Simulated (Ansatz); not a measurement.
## Run report: NiSi, geometry relaxation (part 2 of 2)

NiSi (Pnma, 8 atoms in the cell); DFT r2SCAN, scalar-relativistic, plane waves, PAW, no spin polarisation (Ansatz 0.2.0); cutoff 500 eV, 7×7×11 k-mesh, Gaussian smearing of 0.1 eV. The structure derives from a Materials Project entry. It belongs to a series of runs on one base structure; here: film's bulk on the substrate's plane, third vector and atoms relaxed.

Geometry of the input (Å; fractional positions):
```
5.4437  0.0000  0.0000
0.0000  5.4437  0.0000
0.0000  0.0000  3.2664
Si 0.8215  0.4166  0.7500
Si 0.1785  0.5834  0.2500
Si 0.3215  0.0834  0.7500
Si 0.6785  0.9166  0.2500
Ni 0.5078  0.3109  0.2500
Ni 0.4922  0.6891  0.7500
Ni 0.0078  0.1891  0.2500
Ni 0.9922  0.8109  0.7500
```

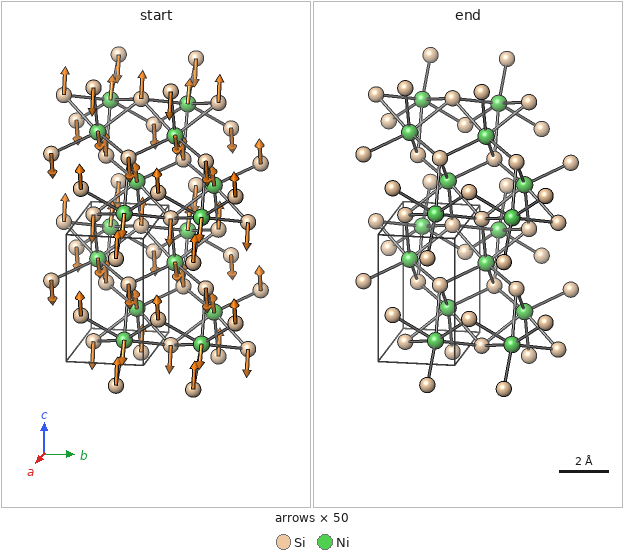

*Before (left) and after (right) the relaxation, at one scale (ball-and-stick view of the cell of the calculation, set on other vectors, repeated 1 × 2 × 2, with bonded neighbours outside it, seen slightly off an axis). The orange arrows give the displacements (without the part carried along by the change of the cell), magnified 50 times.*

Over 3 geometry steps the energy falls by 3.7 meV per atom. Largest force component: 0.33 eV/Å at the start, 0.005 eV/Å at the end. The pressure goes from −3.02 to −1.27 GPa. The largest moves relative to the cell, 0.024 Å, are those of Si1, Si2, Si3 and Si4. Largest moves by element: Si 0.024 Å, Ni 0.022 Å. The drawn cell changes as follows: a = c stay at 5.444 Å, b 3.266 → 3.232 Å (−1.1 %); the volume changes by −1.1 %. Distances before and after: Si1–Ni6 2.327 → 2.286 Å, Si1–Ni7 2.287 → 2.297 Å, Si1–Ni5 2.432 → 2.424 Å. The space group stays Pnma (No. 62). A last SCF at the same geometry on a re-selected plane-wave basis shifts the energy by +0.1 meV per atom. (Atoms are counted from 1 in the order of the input.)

```
basis re-selected at this cell: Δ(F+E_penalty+E_count) = +6.300e-4 eV, ΔP = -0.006 GPa vs the last step (what re-selecting the basis moved, of the pressure what is left beyond the Pulay correction that the steps carried, after the strain that the cell walked since its last selection, with what the two solves' SCF thresholds leave and, on support functions, any second-order correction that the steps lacked; it is no measure of the basis error at this ecutwfc). This SCF's stress stands 4.18e-2 GPa from its target on what of the cell is left free (relax.cell.stress_tol is 1.00e-1 GPa) and its largest allowed force component is 5.01e-3 eV/Å (relax.f_tol is 1.00e-2 eV/Å): within both
SCF converged after 6 iterations
Free energy (F): -25941.019562 eV
Harris-Foulkes:  -25941.019562 eV  (|F-HF|=1.46e-11)
Internal energy: -25941.007842 eV  (E = F + TS)
E sigma→0 (E₀):  -25941.013702 eV
Entropy (-TS):   -0.011720 eV (-1.465 meV/atom)
Fermi energy:    14.863816 eV
--- Per-component energies (eV) ---
  E_band       = -1386.300565
  E_kinetic    = 1311.881019
  E_local      = -17823.643631  (includes V_loc(G=0)·N_el)
  E_nonlocal   = 2652.383842
  E_hartree    = 7682.435318
  E_xc         = -530.392585
  E_vxc        = -683.225790  (∫ρ·V_xc dr)
  E_paw        = -8654.582614  (= ΣΔE_a)
  E_vpaw       = -2253.504188  (= ΣTr[D̂ρ^β])
  E_aug_tail   = 0.000970  (compensation charges beyond the density's cutoff)
  E_vtau       = 44.934805  (kinetic-family band-sum trace: ∫τ·v_τ [+ j·A + Jᵃ·Aᵃ] dr)
  E_ewald      = -10577.584155
  E_core_change = -1.506006  (= ΣΔE_core)
  E_smearing   = -0.011720  (= −TS)
  E_closure    = 0.000000  (closes the sum)
  Σ components = -25941.019562   (vs F -25941.019562, Δ=0.00e0)
--- Forces (eV/Å), atoms counted from 1 ---
  atom   1  Si    -0.00266784     0.00228305     0.00000000
  atom   2  Si     0.00266784    -0.00228305     0.00000000
  atom   3  Si    -0.00266784    -0.00228305     0.00000000
  atom   4  Si     0.00266784     0.00228305     0.00000000
  atom   5  Ni    -0.00141868    -0.00500679     0.00000000
  atom   6  Ni     0.00141868     0.00500679     0.00000000
  atom   7  Ni    -0.00141868     0.00500679     0.00000000
  atom   8  Ni     0.00141868    -0.00500679     0.00000000
  max |Σ_I F_I| component: 2.60e-18 eV/Å
--- Stress (GPa, compression-positive) ---
       -8.441345       0.000000       0.000000
        0.000000       4.678376       0.000000
        0.000000       0.000000      -0.041773
  P = ⅓ Tr σ = -1.2682 GPa (-12.682 kbar)
--- Band table (eV; the first three rows and the last of 96) ---
  k-point 0: bands = ["-92.7434", "-92.7412", "-92.7365", "-92.7343", "-51.7283", "-51.7270", "-51.6939", "-51.6849", "-51.6813", "-51.6811", "-51.6624", "-51.6549", "-51.6302", "-51.6273", "-51.6036", "-51.6007", "1.0555", "4.5875", "5.9420", "6.2358", "7.7469", "8.3304", "10.0938", "10.3954", "10.4310", "10.8306", "10.8733", "10.9434", "11.0364", "11.3716", "11.7465", "11.7883", "11.9025", "12.0605", "12.3062", "12.4515", "12.5414", "12.7348", "12.7752", "12.8351", "12.8996", "13.3335", "13.6906", "14.4567", "15.0262", "15.9947", "18.8973", "19.7971", "19.9677", "20.7044", "20.7312", "20.7321", "21.2392"]
  k-point 1: bands = ["-92.7432", "-92.7410", "-92.7366", "-92.7344", "-51.7276", "-51.7263", "-51.6938", "-51.6850", "-51.6829", "-51.6825", "-51.6622", "-51.6550", "-51.6294", "-51.6266", "-51.6043", "-51.6014", "1.1779", "4.6885", "6.0156", "6.3418", "7.8566", "8.3779", "10.1631", "10.2557", "10.4820", "10.6118", "10.7987", "11.0591", "11.0715", "11.3599", "11.6371", "11.7559", "11.9370", "12.0565", "12.3182", "12.3821", "12.4546", "12.5326", "12.7420", "12.8593", "13.2362", "13.3851", "13.7260", "13.9688", "15.0496", "16.0804", "17.8215", "19.0626", "19.6598", "20.2343", "21.0093", "21.1384", "21.2428"]
  k-point 2: bands = ["-92.7427", "-92.7406", "-92.7369", "-92.7348", "-51.7255", "-51.7243", "-51.6937", "-51.6871", "-51.6862", "-51.6854", "-51.6617", "-51.6554", "-51.6275", "-51.6247", "-51.6063", "-51.6034", "1.5430", "4.9873", "6.2285", "6.6365", "8.1673", "8.4703", "9.9501", "10.0074", "10.2645", "10.5831", "10.6636", "11.1291", "11.2770", "11.3224", "11.4262", "11.6934", "11.8853", "12.0756", "12.1466", "12.2481", "12.4034", "12.4789", "12.6577", "12.8855", "13.3293", "13.5136", "13.6081", "13.8167", "15.0861", "16.2333", "16.4100", "17.6997", "18.1301", "19.5487", "20.4193", "20.7235", "21.2918"]
  k-point 95: bands = ["-92.7392", "-92.7391", "-92.7381", "-92.7380", "-51.7126", "-51.7126", "-51.7069", "-51.7069", "-51.6764", "-51.6761", "-51.6697", "-51.6695", "-51.6177", "-51.6175", "-51.6144", "-51.6143", "5.3491", "5.5463", "6.1856", "6.2637", "7.7104", "7.8178", "8.4349", "8.5547", "10.8938", "10.9584", "11.0778", "11.1143", "11.1557", "11.2155", "11.3028", "11.3712", "11.9454", "12.0149", "12.0412", "12.1274", "12.5168", "12.5432", "12.6319", "12.6624", "12.9343", "12.9369", "13.0606", "13.0695", "16.7403", "17.2604", "17.5002", "17.6226", "18.3283", "18.5285", "18.6666", "19.0880", "20.2538"]
--- Relaxed structure (4 steps of the walk, 4 accepted, 1 SCFs on fresh bases) ---
  F+E_penalty+E_count = -25941.01956216 eV   max|allowed force component| = 5.007e-3 eV/Å   (the final SCF, on the basis selected at the relaxed cell)
  cell:  # Å, volume = 95.7719 Å³
    - [5.44370238, 0.0, 0.0]
    - [0.0, 5.44370238, 0.0]
    - [0.0, 0.0, 3.231835799722478]
  atoms:
    - { symbol: Si, position: [0.8202689938092013, 0.42091998276720033, 0.7499999999999999] }
    - { symbol: Si, position: [0.17973100619079865, 0.5790800172327997, 0.25] }
    - { symbol: Si, position: [0.3202689938092013, 0.07908001723279963, 0.7499999999999999] }
    - { symbol: Si, position: [0.6797310061907986, 0.9209199827672002, 0.25] }
    - { symbol: Ni, position: [0.5058489667748566, 0.3145456482523026, 0.25] }
    - { symbol: Ni, position: [0.49415103322514325, 0.6854543517476973, 0.7499999999999999] }
    - { symbol: Ni, position: [0.005848966774856607, 0.1854543517476974, 0.25] }
    - { symbol: Ni, position: [0.9941510332251434, 0.8145456482523025, 0.7499999999999999] }
```

### Trajectory as extended XYZ (Å, eV, eV/Å), 5 frames, from step=1 to step=5
```
8
Lattice="5.4437 0.0000 0.0000 0.0000 5.4437 0.0000 0.0000 0.0000 3.2664" Properties=species:S:1:pos:R:3:forces:R:3 step=1 energy=-25940.99081 pressure_GPa=-3.02
Si    4.4719    2.2679    2.4498   -0.1705   0.1851   0.0000
Si    0.9718    3.1758    0.8166    0.1705  -0.1851   0.0000
Si    1.7501    0.4539    2.4498   -0.1705  -0.1851   0.0000
Si    3.6936    4.9898    0.8166    0.1705   0.1851   0.0000
Ni    2.7643    1.6925    0.8166   -0.0937   0.3318   0.0000
Ni    2.6794    3.7512    2.4498    0.0937  -0.3318   0.0000
Ni    0.0424    1.0294    0.8166   -0.0937  -0.3318   0.0000
Ni    5.4013    4.4143    2.4498    0.0937   0.3318   0.0000
8
Lattice="5.4437 0.0000 0.0000 0.0000 5.4437 0.0000 0.0000 0.0000 3.2538" Properties=species:S:1:pos:R:3:forces:R:3 step=2 energy=-25941.00792 pressure_GPa=-2.45
Si    4.4709    2.2758    2.4404   -0.1215   0.1290   0.0000
Si    0.9728    3.1679    0.8135    0.1215  -0.1290   0.0000
Si    1.7490    0.4461    2.4404   -0.1215  -0.1290   0.0000
Si    3.6947    4.9976    0.8135    0.1215   0.1290   0.0000
Ni    2.7607    1.7010    0.8135   -0.0652   0.2017   0.0000
Ni    2.6830    3.7427    2.4404    0.0652  -0.2017   0.0000
Ni    0.0388    1.0208    0.8135   -0.0652  -0.2017   0.0000
Ni    5.4049    4.4229    2.4404    0.0652   0.2017   0.0000
8
Lattice="5.4437 0.0000 0.0000 0.0000 5.4437 0.0000 0.0000 0.0000 3.2283" Properties=species:S:1:pos:R:3:forces:R:3 step=3 energy=-25941.02002 pressure_GPa=-0.99
Si    4.4635    2.2941    2.4212    0.0160  -0.0200   0.0000
Si    0.9802    3.1496    0.8071   -0.0160   0.0200   0.0000
Si    1.7417    0.4278    2.4212    0.0160   0.0200   0.0000
Si    3.7020    5.0159    0.8071   -0.0160  -0.0200   0.0000
Ni    2.7512    1.7118    0.8071    0.0203  -0.0056   0.0000
Ni    2.6925    3.7319    2.4212   -0.0203   0.0056   0.0000
Ni    0.0294    1.0101    0.8071    0.0203   0.0056   0.0000
Ni    5.4143    4.4336    2.4212   -0.0203  -0.0056   0.0000
8
Lattice="5.4437 0.0000 0.0000 0.0000 5.4437 0.0000 0.0000 0.0000 3.2318" Properties=species:S:1:pos:R:3:forces:R:3 step=4 energy=-25941.02019 pressure_GPa=-1.26
Si    4.4653    2.2914    2.4239   -0.0027   0.0023   0.0000
Si    0.9784    3.1523    0.8080    0.0027  -0.0023   0.0000
Si    1.7434    0.4305    2.4239   -0.0027  -0.0023   0.0000
Si    3.7003    5.0132    0.8080    0.0027   0.0023   0.0000
Ni    2.7537    1.7123    0.8080   -0.0014  -0.0050   0.0000
Ni    2.6900    3.7314    2.4239    0.0014   0.0050   0.0000
Ni    0.0318    1.0096    0.8080   -0.0014   0.0050   0.0000
Ni    5.4119    4.4341    2.4239    0.0014  -0.0050   0.0000
8
Lattice="5.4437 0.0000 0.0000 0.0000 5.4437 0.0000 0.0000 0.0000 3.2318" Properties=species:S:1:pos:R:3:forces:R:3 step=5 energy=-25941.01956 pressure_GPa=-1.27
Si    4.4653    2.2914    2.4239   -0.0027   0.0023   0.0000
Si    0.9784    3.1523    0.8080    0.0027  -0.0023   0.0000
Si    1.7434    0.4305    2.4239   -0.0027  -0.0023   0.0000
Si    3.7003    5.0132    0.8080    0.0027   0.0023   0.0000
Ni    2.7537    1.7123    0.8080   -0.0014  -0.0050   0.0000
Ni    2.6900    3.7314    2.4239    0.0014   0.0050   0.0000
Ni    0.0318    1.0096    0.8080   -0.0014   0.0050   0.0000
Ni    5.4119    4.4341    2.4239    0.0014  -0.0050   0.0000
```

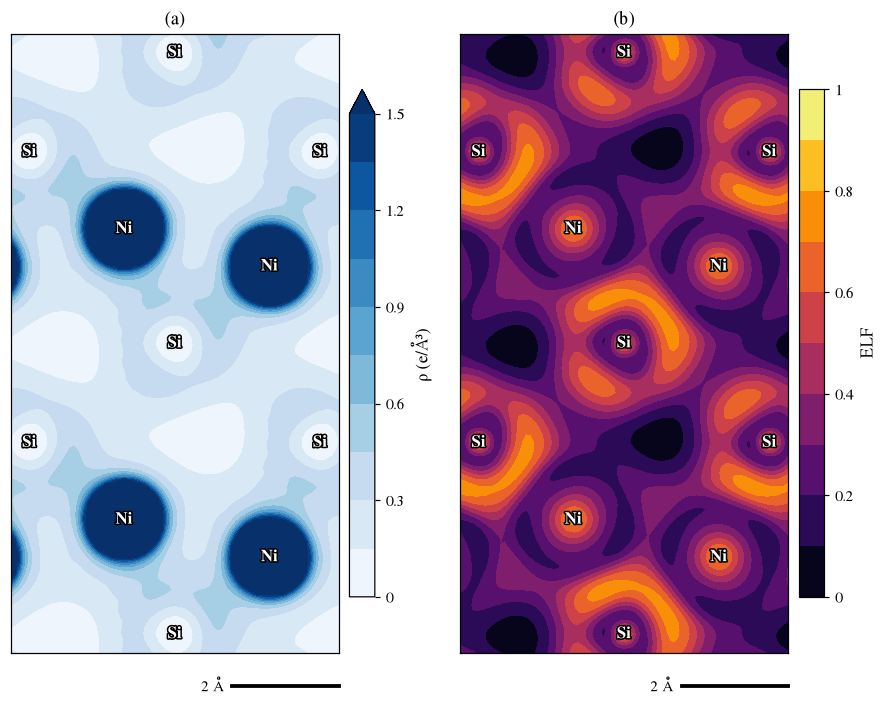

*(a) valence pseudo-density; (b) electron localisation function on the (010) plane of the conventional cell.*

The section cuts through Si and Ni sites. Si–Ni (2.29 Å): ρ at the midpoint is about 0.5 e/Å³; the ELF is about 0.50 at the midpoint. Si–Ni (2.34 Å): ρ at the midpoint is about 0.47 e/Å³; the ELF is about 0.50 at the midpoint. Away from the nuclei the density in this plane falls to 0.08 e/Å³ at its lowest. The strong features right at Ni lie inside the PAW spheres (semicore, d or f shells) and say nothing about bonding. Core electrons are frozen (PAW), so the fields are smoothed inside the atomic spheres.

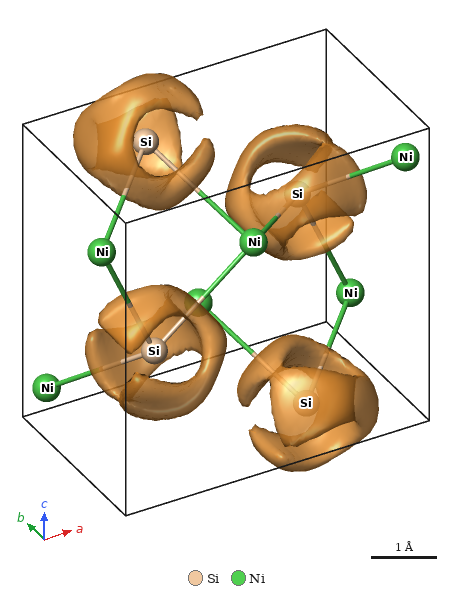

*Isosurface of the ELF at 0.65 (orange), seen at an oblique angle. Only the valence region is drawn (cores and ρ < 0.01 e/Å³ removed). Sticks mark near contacts. The outline is the cell set on symmetry axes.*

Values along the shortest contacts: Si–Ni (2.29 Å): the ELF is about 0.50 at the midpoint. Si–Ni (2.34 Å): the ELF is about 0.50 at the midpoint.

### Key numbers

| quantity | value |
| --- | --- |
| outcome | converged |
| space group (tolerance 0.01 Å) | Pnma (62) |
| electrons treated | 88 |
| free energy | −25941.0196 eV |
| Fermi energy | 14.864 eV |
| gap on the k-point mesh | none (metallic) |
| pressure | −1.27 GPa |
| final volume | 95.77 Å³ |
| largest force (length of the vector) at the end | 0.005 eV/Å |
| final cell | a = 5.444 Å, b = 5.444 Å, c = 3.232 Å, α = 90.00°, β = 90.00°, γ = 90.00° |
| wall time | 97 s (CPU time 12 min) |
| peak memory | 1.1 GiB |

The run has no spin polarisation, so a magnetic state may lie lower.
